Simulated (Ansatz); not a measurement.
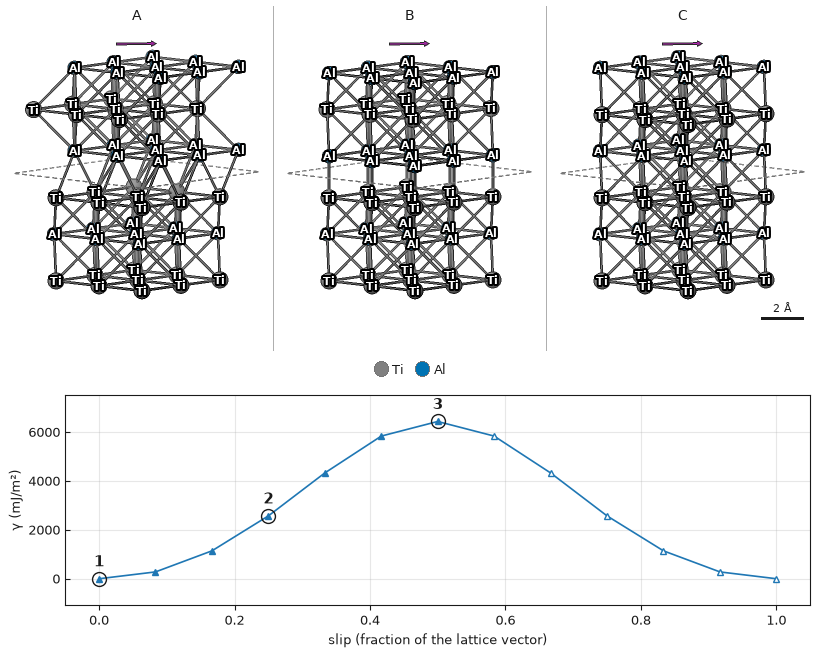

A scan of a crystal of TiAl (P4/mmm): the crystal above a cut along the (0 0 1) plane of the conventional cell (between a plane of Ti below and one of Al above, 2.04 Å apart) is slid rigidly by fractions of an in-plane lattice vector 3.99 Å long (a generalised stacking fault). One cut stands in each cell, which starts 12.2 Å high; nothing is relaxed, and the dashed outline marks the cut, the arrow on top the direction of slip. The frames are shuffled; the numbered points of the plot belong to them. Hollow markers are points alike by symmetry, not computed again. Style: ball-and-stick. Shown: the layers on both sides of the cut, from the side, nearly along the cut plane.

Computed with DFT PBE, scalar-relativistic, plane waves, PAW in Ansatz 0.2.0. (plane-wave cutoff 420 eV; k-point mesh 21 × 21 × 5; occupations gaussian; smearing width 0.15 eV; no spin polarisation). Energies (free energies at the smearing named) are counted from the relaxed crystal.

Match the frames to the points.

Point 1 is frame C (the slip 0.00, 0 mJ/m²); 2 is frame A (the slip 0.25, 2571 mJ/m²); 3 is frame B (the slip 0.50, 6433 mJ/m²). The curve starts and ends at zero, since a full lattice vector restores the crystal. Its highest computed point is 6433 mJ/m² at slip 0.50, which the unstable stacking-fault energy of this rigid path equals or slightly exceeds. No local minimum shows among the points, so there is no metastable fault on this line. The path is symmetric about half-way. Relaxation across the fault would lower the values.
